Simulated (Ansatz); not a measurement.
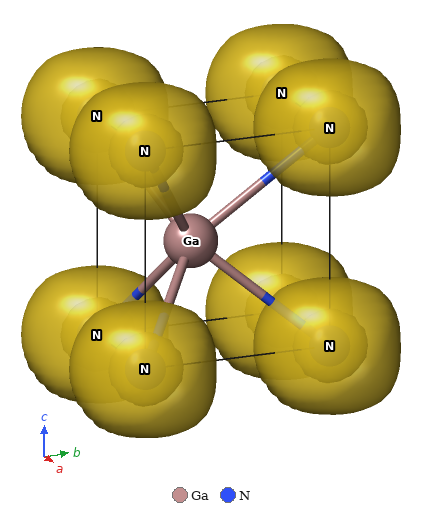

*GaN. Isosurface of the electron localisation function at 0.7 (yellow), seen slightly off an axis. Core shells and regions of very low density are left out. Sticks mark near contacts.*

Space group P-6m2; a generated structure, not necessarily the stable one; computed pressure about −11 GPa in this cell.

These are results of Ansatz, Kohn-Sham DFT of a periodic cell, PBE0, Ansatz PAW, not measurements.

Core electrons are frozen (PAW), and the valence fields are smoothed inside the atomic spheres.

> Where are the electrons localised?

The ELF exceeds this value in one region wrapped around N (its valence shell), counted in one cell of 2 atoms. Any copies at cell faces, edges or corners count once. Profiles from the grid: Ga–N (2.18 Å): the ELF peaks at about 0.85 in the valence shell of N, 0.7 Å from its nucleus, and is about 0.35 at the midpoint.
